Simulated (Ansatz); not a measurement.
Run report: GaS₂, geometry relaxation (part 1 of 2)

The run: geometry relaxation of GaS₂ (P-3m1, 3 atoms in the cell). Method and program: DFT PBE, scalar-relativistic, plane waves, PAW, no spin polarisation (Ansatz 0.2.0).

The structure was made by a generator, so it may or may not be a known phase. Figures and captions count atoms from 1; the log counts them from 0 in places.

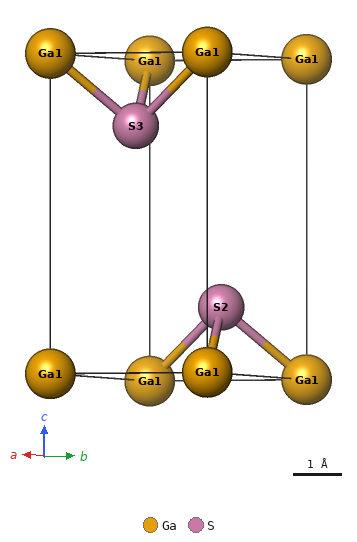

*The starting structure (ball-and-stick view of the cell of the calculation, seen at an oblique angle; atoms are numbered from 1 in the order of the input). An atom can appear more than once, as a periodic image.*

The input:
```yaml
crystal:
  lattice:
    - [3.3543669141, 0.0, 0.0]
    - [-1.6771834571, 2.9049669612, 0.0]
    - [0.0, 0.0, 6.7813299725]
  atoms:
    - { symbol: Ga, position: [0.0, 0.0, 0.0] }
    - { symbol: S, position: [0.3333333333, 0.6666666667, 0.2197698205] }
    - { symbol: S, position: [0.6666666667, 0.3333333333, 0.7802301795] }
basis:
  ecutwfc: 420
kpoints:
  mp_grid: { grid: [18, 18, 8] }
hamiltonian:
  xc: pbe
scf:
  occupations: { method: gaussian, width: 0.1 }
output:
  forces: true
  stress: true
  eigenvalues: true
  write_density: true
  write_potential: true
  elf: true
  volumetric_format: npy
relax:
  adjacent_minimum: "off"
  f_tol: 0.01
  max_steps: 80
  cell: { stress_tol: 0.05 }
```

Launch command:
```bash
ansatz run input.yaml --threads 1 --pin off --max-ram 2560MiB --backend cpu --events-out ev --progress --plain --runs-dir out
```

What the program printed:
```
Engine: ansatz 0.2.0, x86_64-unknown-linux-gnu
Pseudopotentials: kind: paw
Pseudopotential: Ga, paw, valence charge 13, recommended cutoff 420 eV (normal), Ga.paw.azcp
Pseudopotential: S, paw, valence charge 6, recommended cutoff 420 eV (normal), S.paw.azcp
Functional definition: PBE
  parameter kappa = 0.804
  parameter beta = 0.06672455060314922
  exchange = pbe_x(kappa = kappa, mu = beta*pi^2/3)
  correlation = pbe_c(beta = beta)
Crystal: 3 atoms, lattice volume = 66.079 Å³
Basis set: ecut = 420 eV, 1283 PW (Γ), exchange–correlation on 48×48×96 points (8 copies of the dense FFT grid, shifted against one another)
Bands: 17, of which v1, the nominal top of the filled ones, is band 13 counted from 1 (12 counted from 0)
Symmetry: 12 space group operations
Space group: P-3m1 (ITA 164), of the structure as read, at distance tolerance 4.0e-5 Å
k-points: 266 of 2592
Non-local potential: Ga, projectors of the file, l = 0: 2, l = 1: 2, l = 2: 3, l = 3: 1
Non-local potential: S, projectors of the file, l = 0: 2, l = 1: 2, l = 2: 2
PAW form: soft (Blöchl's): semilocal exchange-correlation on the pseudo side does not see the compensation charge
PAW one-centre angular grid: Ga, 590 points (default); XC on 64 Gauss nodes
PAW one-centre angular grid: S, 110 points (default); XC on 64 Gauss nodes
Initial density: superposition of atomic densities (neutral atoms: chi_scale 0, normalization atom), corrected by the library's trained network
Initial wavefunctions: pseudopotential atomic-orbital guess
Functional: x = pbe(κ = 0.804, μ = 0.2195149727645171), c = pbe(β = 0.06672455060314922)
SCF iter   1: F=—  HF=-5587.601817 eV  |F-HF|=—  |Δ(HF+E_count)|=         —  Δρ=2.91e-3  dr2=4.52e-3  ethr=1.77e-3  ⟨swp⟩=5.2  Hψ=24037  notcnv=0
preconditioner: auto → LDOS  [metal: Δε(μ)=0.003 eV  Ē_g=14.038 eV  σ=0.100 eV  W_gap=0.02  n_scr=10 (ndim 8)  ℏωp=22.8 eV  f_vac=0.127  D(μ)=2.78/eV (n_scr^D=22)  β→1.0]
SCF iter   2: F=—  HF=-5587.600554 eV  |F-HF|=—  |Δ(HF+E_count)|=   1.26e-3  Δρ=1.04e-3  dr2=8.33e-4  ethr=1.81e-5  ⟨swp⟩=2.1  Hψ=9809  notcnv=0
SCF iter   3: F=—  HF=-5587.600514 eV  |F-HF|=—  |Δ(HF+E_count)|=   3.98e-5  Δρ=6.47e-4  dr2=2.30e-4  ethr=3.33e-6  ⟨swp⟩=2.0  Hψ=7819  notcnv=0
SCF iter   4: F=—  HF=-5587.600382 eV  |F-HF|=—  |Δ(HF+E_count)|=   1.32e-4  Δρ=2.18e-4  dr2=4.13e-5  ethr=9.22e-7  ⟨swp⟩=2.9  Hψ=7705  notcnv=0
SCF iter   5: F=—  HF=-5587.600241 eV  |F-HF|=—  |Δ(HF+E_count)|=   1.41e-4  Δρ=7.47e-5  dr2=2.20e-6  ethr=1.65e-7  ⟨swp⟩=2.0  Hψ=5602  notcnv=0
SCF iter   6: F=—  HF=-5587.600240 eV  |F-HF|=—  |Δ(HF+E_count)|=   5.81e-7  Δρ=1.57e-5  dr2=1.01e-7  ethr=8.81e-9  ⟨swp⟩=2.0  Hψ=7572  notcnv=0
SCF iter   7: F=-5587.600240 eV  HF=-5587.600240 eV  |F-HF|=8.24e-10  |Δ(HF+E_count)|=   4.83e-8  Δρ=1.76e-6  dr2=1.08e-9  ethr=4.00e-10  ⟨swp⟩=9.7  Hψ=32488  notcnv=0
SCF 1 converged in 7 iterations: F = -5587.600240 eV  dr2 = 1.08e-9
  greatest PAW one-centre occupation: 0.995 electrons in one spin orbital (limit 2), on the Ga atom at site 0 (counted from 0), in its partial waves of l = 2
relax step   1: F+E_penalty+E_count = -5587.60024002 eV  Δ(F+E_penalty+E_count) = +0.000e0 eV  max|allowed force component| = 8.322e-2 eV/Å  Δτ_max = 0.0000 Å  P = +0.448 GPa  Ω = 66.079 Å³  (7 SCF iters, dr2 threshold 1.00e-7 eV, accepted)
Crystal: 3 atoms, lattice volume = 66.282 Å³
Initial density: handed on by an earlier stage of this run
Initial wavefunctions: those handed on with the density
iter 1 solved again at ethr=3.33e-7 eV; its pass at ethr=3.10e-3 eV (dr2=8.32e-5 eV) is discarded
SCF iter   1: F=—  HF=-5587.601636 eV  |F-HF|=—  |Δ(HF+E_count)|=         —  Δρ=4.77e-4  dr2=1.24e-4  ethr=3.33e-7  ⟨swp⟩=3.0  Hψ=28368  notcnv=0
preconditioner: auto → LDOS  [metal: Δε(μ)=0.001 eV  Ē_g=14.004 eV  σ=0.100 eV  W_gap=0.01  n_scr=10 (ndim 8)  ℏωp=22.8 eV  f_vac=0.129  D(μ)=2.67/eV (n_scr^D=22)  β→1.0]
SCF iter   2: F=—  HF=-5587.601476 eV  |F-HF|=—  |Δ(HF+E_count)|=   1.59e-4  Δρ=1.24e-4  dr2=6.52e-6  ethr=3.33e-7  ⟨swp⟩=2.0  Hψ=6495  notcnv=0
SCF iter   3: F=—  HF=-5587.601477 eV  |F-HF|=—  |Δ(HF+E_count)|=   1.09e-6  Δρ=2.28e-5  dr2=6.01e-7  ethr=2.61e-8  ⟨swp⟩=2.0  Hψ=6499  notcnv=0
SCF iter   4: F=-5587.601477 eV  HF=-5587.601477 eV  |F-HF|=9.12e-8  |Δ(HF+E_count)|=   4.25e-8  Δρ=8.85e-6  dr2=1.30e-7  ethr=1.20e-9  ⟨swp⟩=10.4  Hψ=34801  notcnv=0
SCF 2 converged in 4 iterations: F = -5587.601477 eV  dr2 = 1.30e-7
relax step   2: F+E_penalty+E_count = -5587.60147735 eV  Δ(F+E_penalty+E_count) = -1.237e-3 eV  max|allowed force component| = 1.074e-2 eV/Å  Δτ_max = 0.0021 Å  P = +0.157 GPa  Ω = 66.282 Å³  energy of the carried Pulay correction = -3.344e-5 eV  (4 SCF iters, dr2 threshold 3.00e-7 eV, accepted)
Crystal: 3 atoms, lattice volume = 66.973 Å³
Basis set: ecut = 420 eV, 1331 PW (Γ), exchange–correlation on 48×48×96 points (8 copies of the dense FFT grid, shifted against one another)
iter 1 solved again at ethr=2.93e-6 eV; its pass at ethr=3.10e-3 eV (dr2=7.33e-4 eV) is discarded
SCF iter   1: F=—  HF=-5587.602484 eV  |F-HF|=—  |Δ(HF+E_count)|=         —  Δρ=8.37e-4  dr2=7.64e-4  ethr=2.93e-6  ⟨swp⟩=2.5  Hψ=26942  notcnv=0
preconditioner: auto → LDOS  [metal: Δε(μ)=0.003 eV  Ē_g=13.980 eV  σ=0.100 eV  W_gap=0.01  n_scr=10 (ndim 8)  ℏωp=22.7 eV  f_vac=0.139  D(μ)=2.68/eV (n_scr^D=22)  β→1.0]
SCF iter   2: F=—  HF=-5587.602418 eV  |F-HF|=—  |Δ(HF+E_count)|=   6.55e-5  Δρ=5.68e-4  dr2=5.43e-4  ethr=2.93e-6  ⟨swp⟩=2.5  Hψ=7285  notcnv=0
SCF iter   3: F=—  HF=-5587.602299 eV  |F-HF|=—  |Δ(HF+E_count)|=   1.20e-4  Δρ=9.25e-5  dr2=9.01e-6  ethr=2.17e-6  ⟨swp⟩=2.0  Hψ=5638  notcnv=0
SCF iter   4: F=—  HF=-5587.602158 eV  |F-HF|=—  |Δ(HF+E_count)|=   1.41e-4  Δρ=3.95e-5  dr2=7.16e-7  ethr=3.60e-8  ⟨swp⟩=2.0  Hψ=7852  notcnv=0
SCF iter   5: F=—  HF=-5587.602157 eV  |F-HF|=—  |Δ(HF+E_count)|=   5.97e-7  Δρ=1.42e-5  dr2=9.54e-8  ethr=2.88e-10  ⟨swp⟩=10.4  Hψ=41757  notcnv=0
SCF iter   6: F=-5587.602157 eV  HF=-5587.602157 eV  |F-HF|=1.55e-9  |Δ(HF+E_count)|=   5.81e-8  Δρ=2.59e-6  dr2=2.95e-9  ethr=2.88e-10  ⟨swp⟩=8.4  Hψ=28451  notcnv=0
SCF 3 converged in 6 iterations: F = -5587.602157 eV  dr2 = 2.95e-9
relax step   3: F+E_penalty+E_count = -5587.60215738 eV  Δ(F+E_penalty+E_count) = -6.800e-4 eV  max|allowed force component| = 2.263e-2 eV/Å  Δτ_max = 0.0120 Å  P = -0.014 GPa  Ω = 66.973 Å³  energy of the carried Pulay correction = -1.471e-4 eV  (6 SCF iters, dr2 threshold 7.19e-8 eV, accepted)
Crystal: 3 atoms, lattice volume = 67.594 Å³
iter 1 solved again at ethr=2.77e-6 eV; its pass at ethr=3.10e-3 eV (dr2=6.92e-4 eV) is discarded
SCF iter   1: F=—  HF=-5587.603055 eV  |F-HF|=—  |Δ(HF+E_count)|=         —  Δρ=9.89e-4  dr2=7.23e-4  ethr=2.77e-6  ⟨swp⟩=2.1  Hψ=27320  notcnv=0
preconditioner: auto → LDOS  [metal: Δε(μ)=0.003 eV  Ē_g=13.983 eV  σ=0.100 eV  W_gap=0.01  n_scr=10 (ndim 8)  ℏωp=22.6 eV  f_vac=0.148  D(μ)=2.67/eV (n_scr^D=22)  β→1.0]
SCF iter   2: F=—  HF=-5587.602996 eV  |F-HF|=—  |Δ(HF+E_count)|=   5.85e-5  Δρ=5.39e-4  dr2=4.60e-4  ethr=2.77e-6  ⟨swp⟩=2.2  Hψ=6480  notcnv=0
SCF iter   3: F=—  HF=-5587.602895 eV  |F-HF|=—  |Δ(HF+E_count)|=   1.01e-4  Δρ=1.09e-4  dr2=1.19e-5  ethr=1.84e-6  ⟨swp⟩=2.0  Hψ=5753  notcnv=0
SCF iter   4: F=—  HF=-5587.602784 eV  |F-HF|=—  |Δ(HF+E_count)|=   1.11e-4  Δρ=3.68e-5  dr2=6.54e-7  ethr=4.77e-8  ⟨swp⟩=2.0  Hψ=7850  notcnv=0
SCF iter   5: F=—  HF=-5587.602783 eV  |F-HF|=—  |Δ(HF+E_count)|=   4.81e-7  Δρ=1.63e-5  dr2=1.25e-7  ethr=2.62e-9  ⟨swp⟩=2.0  Hψ=7793  notcnv=0
SCF iter   6: F=-5587.602783 eV  HF=-5587.602783 eV  |F-HF|=4.35e-10  |Δ(HF+E_count)|=   3.77e-8  Δρ=3.74e-6  dr2=6.81e-9  ethr=1.28e-10  ⟨swp⟩=9.2  Hψ=31778  notcnv=0
SCF 4 converged in 6 iterations: F = -5587.602783 eV  dr2 = 6.81e-9
relax step   4: F+E_penalty+E_count = -5587.60278321 eV  Δ(F+E_penalty+E_count) = -6.258e-4 eV  max|allowed force component| = 6.273e-3 eV/Å  Δτ_max = 0.0157 Å  P = +0.062 GPa  Ω = 67.594 Å³  energy of the carried Pulay correction = -2.481e-4 eV  (6 SCF iters, dr2 threshold 3.20e-8 eV, accepted)
Crystal: 3 atoms, lattice volume = 69.383 Å³
Basis set: ecut = 420 eV, 1343 PW (Γ), exchange–correlation on 48×48×96 points (8 copies of the dense FFT grid, shifted against one another)
iter 1 solved again at ethr=2.26e-5 eV; its pass at ethr=3.10e-3 eV (dr2=5.64e-3 eV) is discarded
SCF iter   1: F=—  HF=-5587.604715 eV  |F-HF|=—  |Δ(HF+E_count)|=         —  Δρ=2.57e-3  dr2=5.61e-3  ethr=2.26e-5  ⟨swp⟩=2.0  Hψ=30937  notcnv=0
preconditioner: auto → LDOS  [metal: Δε(μ)=0.003 eV  Ē_g=13.964 eV  σ=0.100 eV  W_gap=0.02  n_scr=10 (ndim 8)  ℏωp=22.3 eV  f_vac=0.172  D(μ)=2.66/eV (n_scr^D=22)  β→1.0]
SCF iter   2: F=—  HF=-5587.604236 eV  |F-HF|=—  |Δ(HF+E_count)|=   4.79e-4  Δρ=1.47e-3  dr2=3.64e-3  ethr=2.24e-5  ⟨swp⟩=2.3  Hψ=6537  notcnv=0
SCF iter   3: F=—  HF=-5587.603426 eV  |F-HF|=—  |Δ(HF+E_count)|=   8.10e-4  Δρ=2.82e-4  dr2=7.83e-5  ethr=1.46e-5  ⟨swp⟩=2.0  Hψ=5633  notcnv=0
SCF iter   4: F=—  HF=-5587.603411 eV  |F-HF|=—  |Δ(HF+E_count)|=   1.46e-5  Δρ=1.03e-4  dr2=5.12e-6  ethr=3.13e-7  ⟨swp⟩=2.0  Hψ=7834  notcnv=0
SCF iter   5: F=—  HF=-5587.603408 eV  |F-HF|=—  |Δ(HF+E_count)|=   2.86e-6  Δρ=4.64e-5  dr2=1.02e-6  ethr=2.05e-8  ⟨swp⟩=2.0  Hψ=7839  notcnv=0
SCF iter   6: F=—  HF=-5587.603409 eV  |F-HF|=—  |Δ(HF+E_count)|=   2.68e-7  Δρ=1.13e-5  dr2=6.06e-8  ethr=4.10e-9  ⟨swp⟩=2.0  Hψ=7721  notcnv=0
SCF iter   7: F=-5587.603409 eV  HF=-5587.603409 eV  |F-HF|=2.04e-10  |Δ(HF+E_count)|=   4.01e-8  Δρ=1.42e-6  dr2=1.12e-9  ethr=9.07e-11  ⟨swp⟩=9.2  Hψ=31399  notcnv=0
SCF 5 converged in 7 iterations: F = -5587.603409 eV  dr2 = 1.12e-9
relax step   5: F+E_penalty+E_count = -5587.60340873 eV  Δ(F+E_penalty+E_count) = -6.255e-4 eV  max|allowed force component| = 1.613e-2 eV/Å  Δτ_max = 0.0395 Å  P = +0.103 GPa  Ω = 69.383 Å³  energy of the carried Pulay correction = -5.342e-4 eV  (7 SCF iters, dr2 threshold 2.27e-8 eV, accepted)
Crystal: 3 atoms, lattice volume = 69.911 Å³
Basis set: ecut = 420 eV, 1393 PW (Γ), exchange–correlation on 48×48×96 points (8 copies of the dense FFT grid, shifted against one another)
iter 1 solved again at ethr=1.48e-6 eV; its pass at ethr=3.10e-3 eV (dr2=3.69e-4 eV) is discarded
SCF iter   1: F=—  HF=-5587.603528 eV  |F-HF|=—  |Δ(HF+E_count)|=         —  Δρ=6.53e-4  dr2=3.99e-4  ethr=1.48e-6  ⟨swp⟩=3.7  Hψ=30211  notcnv=0
preconditioner: auto → LDOS  [metal: Δε(μ)=0.001 eV  Ē_g=13.978 eV  σ=0.100 eV  W_gap=0.00  n_scr=10 (ndim 8)  ℏωp=22.2 eV  f_vac=0.176  D(μ)=2.67/eV (n_scr^D=24)  β→1.0]
SCF iter   2: F=—  HF=-5587.603496 eV  |F-HF|=—  |Δ(HF+E_count)|=   3.12e-5  Δρ=3.92e-4  dr2=2.65e-4  ethr=1.48e-6  ⟨swp⟩=2.6  Hψ=7522  notcnv=0
SCF iter   3: F=—  HF=-5587.603438 eV  |F-HF|=—  |Δ(HF+E_count)|=   5.85e-5  Δρ=7.00e-5  dr2=5.38e-6  ethr=1.06e-6  ⟨swp⟩=2.0  Hψ=5632  notcnv=0
SCF iter   4: F=—  HF=-5587.603421 eV  |F-HF|=—  |Δ(HF+E_count)|=   1.69e-5  Δρ=2.65e-5  dr2=3.34e-7  ethr=2.15e-8  ⟨swp⟩=2.0  Hψ=7839  notcnv=0
SCF iter   5: F=—  HF=-5587.603421 eV  |F-HF|=—  |Δ(HF+E_count)|=   2.32e-7  Δρ=1.08e-5  dr2=5.73e-8  ethr=2.08e-10  ⟨swp⟩=10.5  Hψ=42263  notcnv=0
SCF iter   6: F=-5587.603421 eV  HF=-5587.603421 eV  |F-HF|=7.85e-10  |Δ(HF+E_count)|=   1.98e-8  Δρ=2.64e-6  dr2=3.08e-9  ethr=2.08e-10  ⟨swp⟩=8.1  Hψ=27563  notcnv=0
SCF 6 converged in 6 iterations: F = -5587.603421 eV  dr2 = 3.08e-9
relax step   6: F+E_penalty+E_count = -5587.60342094 eV  Δ(F+E_penalty+E_count) = -1.220e-5 eV  max|allowed force component| = 4.729e-3 eV/Å  Δτ_max = 0.0093 Å  P = +0.031 GPa  Ω = 69.911 Å³  energy of the carried Pulay correction = -6.171e-4 eV  (6 SCF iters, dr2 threshold 5.21e-8 eV, accepted)
Crystal: 3 atoms, lattice volume = 70.102 Å³
iter 1 solved again at ethr=1.90e-7 eV; its pass at ethr=3.10e-3 eV (dr2=4.76e-5 eV) is discarded
SCF iter   1: F=—  HF=-5587.603434 eV  |F-HF|=—  |Δ(HF+E_count)|=         —  Δρ=2.28e-4  dr2=5.06e-5  ethr=1.90e-7  ⟨swp⟩=3.8  Hψ=29599  notcnv=0
preconditioner: auto → LDOS  [metal: Δε(μ)=0.001 eV  Ē_g=13.980 eV  σ=0.100 eV  W_gap=0.00  n_scr=10 (ndim 8)  ℏωp=22.2 eV  f_vac=0.177  D(μ)=2.67/eV (n_scr^D=24)  β→1.0]
SCF iter   2: F=—  HF=-5587.603408 eV  |F-HF|=—  |Δ(HF+E_count)|=   2.61e-5  Δρ=1.39e-4  dr2=3.29e-5  ethr=1.90e-7  ⟨swp⟩=2.6  Hψ=7273  notcnv=0
SCF iter   3: F=—  HF=-5587.603400 eV  |F-HF|=—  |Δ(HF+E_count)|=   7.39e-6  Δρ=2.46e-5  dr2=6.70e-7  ethr=1.32e-7  ⟨swp⟩=2.0  Hψ=5641  notcnv=0
SCF iter   4: F=—  HF=-5587.603399 eV  |F-HF|=—  |Δ(HF+E_count)|=   8.82e-7  Δρ=9.27e-6  dr2=4.16e-8  ethr=2.68e-9  ⟨swp⟩=2.0  Hψ=7841  notcnv=0
SCF iter   5: F=—  HF=-5587.603399 eV  |F-HF|=—  |Δ(HF+E_count)|=   2.79e-8  Δρ=3.85e-6  dr2=7.29e-9  ethr=1.66e-10  ⟨swp⟩=2.0  Hψ=7916  notcnv=0
SCF iter   6: F=—  HF=-5587.603399 eV  |F-HF|=—  |Δ(HF+E_count)|=   2.32e-9  Δρ=9.64e-7  dr2=4.04e-10  ethr=2.92e-11  ⟨swp⟩=2.0  Hψ=7775  notcnv=0
SCF iter   7: F=-5587.603399 eV  HF=-5587.603399 eV  |F-HF|=9.09e-13  |Δ(HF+E_count)|=  3.27e-10  Δρ=1.26e-7  dr2=9.90e-12  ethr=1.00e-12  ⟨swp⟩=5.0  Hψ=25051  notcnv=0
SCF 7 converged in 7 iterations: F = -5587.603399 eV  dr2 = 9.90e-12
relax step   7: F+E_penalty+E_count = -5587.60339946 eV  Δ(F+E_penalty+E_count) = +2.147e-5 eV  max|allowed force component| = 2.395e-4 eV/Å  Δτ_max = 0.0032 Å  P = +0.002 GPa  Ω = 70.102 Å³  energy of the carried Pulay correction = -6.469e-4 eV  (7 SCF iters, accepted)
Basis set: ecut = 420 eV, 1393 PW (Γ), exchange–correlation on 48×48×100 points (8 copies of the dense FFT grid, shifted against one another)
Initial wavefunctions: pseudopotential atomic-orbital guess (no wavefunctions were taken with the density)
iter 1 solved again at ethr=3.86e-7 eV; its pass at ethr=3.10e-3 eV (dr2=9.64e-5 eV) is discarded
SCF iter   1: F=—  HF=-5587.598858 eV  |F-HF|=—  |Δ(HF+E_count)|=         —  Δρ=5.46e-4  dr2=6.75e-6  ethr=3.86e-7  ⟨swp⟩=3.5  Hψ=37354  notcnv=0
preconditioner: auto → LDOS  [metal: Δε(μ)=0.001 eV  Ē_g=13.980 eV  σ=0.100 eV  W_gap=0.01  n_scr=10 (ndim 8)  ℏωp=22.2 eV  f_vac=0.176  D(μ)=2.67/eV (n_scr^D=24)  β→1.0]
SCF iter   2: F=—  HF=-5587.604175 eV  |F-HF|=—  |Δ(HF+E_count)|=   5.32e-3  Δρ=4.69e-5  dr2=2.60e-6  ethr=2.70e-8  ⟨swp⟩=3.1  Hψ=9220  notcnv=0
SCF iter   3: F=—  HF=-5587.604166 eV  |F-HF|=—  |Δ(HF+E_count)|=   8.85e-6  Δρ=2.62e-5  dr2=3.17e-7  ethr=1.04e-8  ⟨swp⟩=2.0  Hψ=7803  notcnv=0
SCF iter   4: F=—  HF=-5587.604178 eV  |F-HF|=—  |Δ(HF+E_count)|=   1.19e-5  Δρ=1.13e-5  dr2=6.10e-8  ethr=1.27e-9  ⟨swp⟩=2.0  Hψ=7814  notcnv=0
SCF iter   5: F=—  HF=-5587.604178 eV  |F-HF|=—  |Δ(HF+E_count)|=   6.32e-7  Δρ=3.81e-6  dr2=1.68e-8  ethr=2.44e-10  ⟨swp⟩=2.0  Hψ=7745  notcnv=0
SCF iter   6: F=—  HF=-5587.604178 eV  |F-HF|=—  |Δ(HF+E_count)|=   1.04e-7  Δρ=1.15e-6  dr2=5.09e-10  ethr=6.74e-11  ⟨swp⟩=2.0  Hψ=7834  notcnv=0
SCF iter   7: F=-5587.604178 eV  HF=-5587.604178 eV  |F-HF|=1.02e-10  |Δ(HF+E_count)|=   5.97e-9  Δρ=1.91e-7  dr2=1.58e-11  ethr=1.00e-12  ⟨swp⟩=5.3  Hψ=25727  notcnv=0
SCF 8 converged in 7 iterations: F = -5587.604178 eV  dr2 = 1.58e-11
relax step   8: F+E_penalty+E_count = -5587.60417850 eV  Δ(F+E_penalty+E_count) = -7.790e-4 eV  max|allowed force component| = 3.683e-5 eV/Å  Δτ_max = 0.0000 Å  P = +0.007 GPa  Ω = 70.102 Å³  stress off target by 1.98e-2 GPa  SCF on the basis re-selected at this cell (its energy is not comparable with the rows above)  (7 SCF iters)
```
